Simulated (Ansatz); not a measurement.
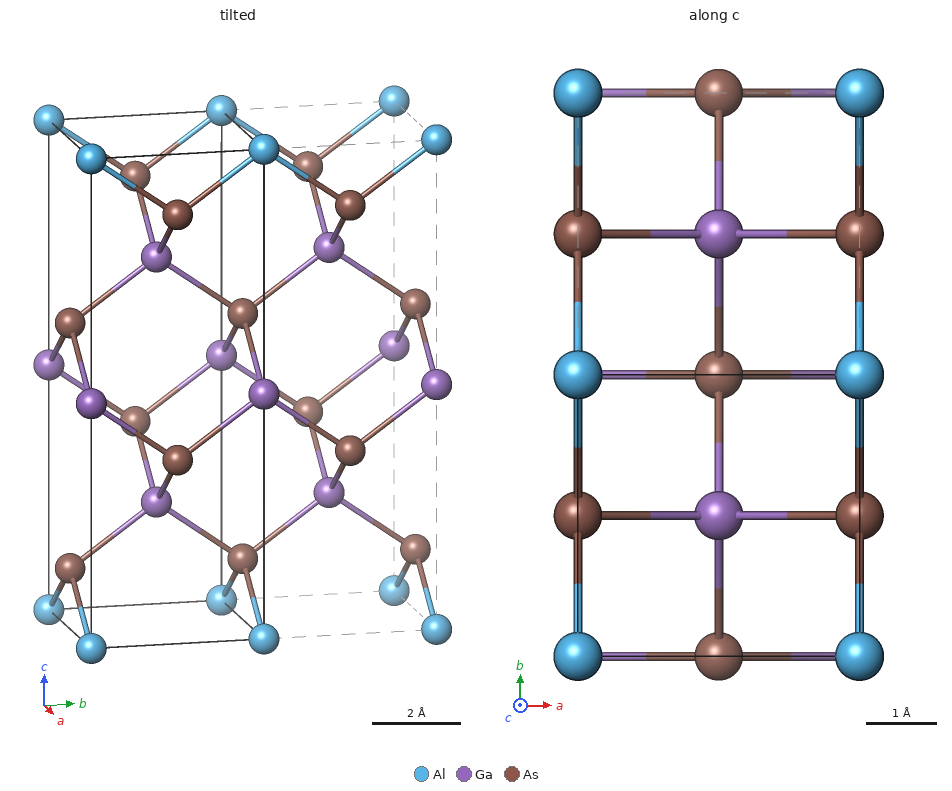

The image is a ball-and-stick drawing of a crystal, viewed slightly off an axis and along the c axis. The solid frame is a single conventional unit cell within a 1×2×1 block.

AlGa3As4, space group P-4m2 (No. 115), a = 4.06 Å, b = 4.06 Å, c = 11.48 Å, α = 90.00°, β = 90.00°, γ = 90.00°.

Computational set-up: Ansatz 0.2.0, DFT r2SCAN, scalar-relativistic, plane waves, PAW, wavefunction cutoff 500 eV, k-grid 10×10×4, Gaussian smearing of 0.02 eV, no spin polarisation.

### Metal or not?

A semiconductor at this level, with a gap of 1.01 eV, direct.

The structure comes from a structure type filled with these elements by a generator (whether the compound takes this form wasn't checked). Earlier steps of the study, as a rule a relaxation of our own, may have changed the cell and positions, so they can lie some per cent off the listed ones. A calculation with Ansatz used it as input.
